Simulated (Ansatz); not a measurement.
System: Au, space group Fm-3m (No. 225).

Structure:
```xyz
6
Lattice="2.0455 -2.0455 0.0000 2.0455 0.0000 -2.0455 8.1820 8.1820 8.1820" Properties=species:S:1:pos:R:3 pbc="T T T"
Au    3.4090   -0.6820   -0.6820
Au    7.5000    7.5000    7.5000
Au    3.4090    1.3635    1.3635
Au    7.5000    3.4090    3.4090
Au    3.4090    3.4090    3.4090
Au    7.5000    5.4545    5.4545
```

How it was computed, with Ansatz 0.2.0: rigid opening of a crystal across a plane by lengthening cell vector c along the normal, one cut a cell, unrelaxed, by plane-wave density functional theory with PAW datasets, free energies less that of the undisturbed cell; scalar-relativistic. Level: PBEsol, no spin polarisation.

wave cutoff 420 eV; k mesh 18×18×4; occupations Gaussian; smearing width 0.15 eV; k shift (0, 0, 0) (mesh steps); start as given; height of the cut 0 (fraction of cell vector c).

Predict the separation energy and traction against opening. The opening takes the values −0.30, −0.15, 0.00, 0.25, 0.50, 0.75, 1.00, 1.50, 2.00, 3.00, 4.50, 6.00 Å.

The energy levels off at about 1990 mJ/m², the work of separating the two rigid halves, or 994 mJ/m² for each new face on average. The energy rises on both sides of the starting structure, which is therefore a minimum along this path. The separation energy is 569.4 mJ/m² at opening −0.30 Å and 1987.6 mJ/m² at 6.00 Å; the lowest computed point is at opening 0.00 Å (0.0 mJ/m²). The traction goes from −48.16 GPa at opening −0.30 Å to 0.00 GPa at 6.00 Å, not monotonically, with a high of 15.61 GPa at 0.50 Å. The greatest sampled traction is 15.6 GPa.

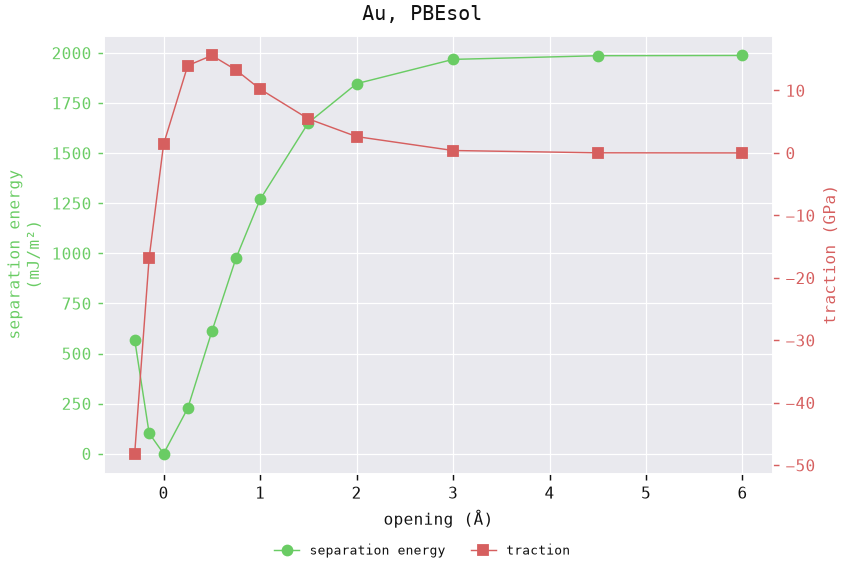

Caveats: reference crystal is not relaxed.
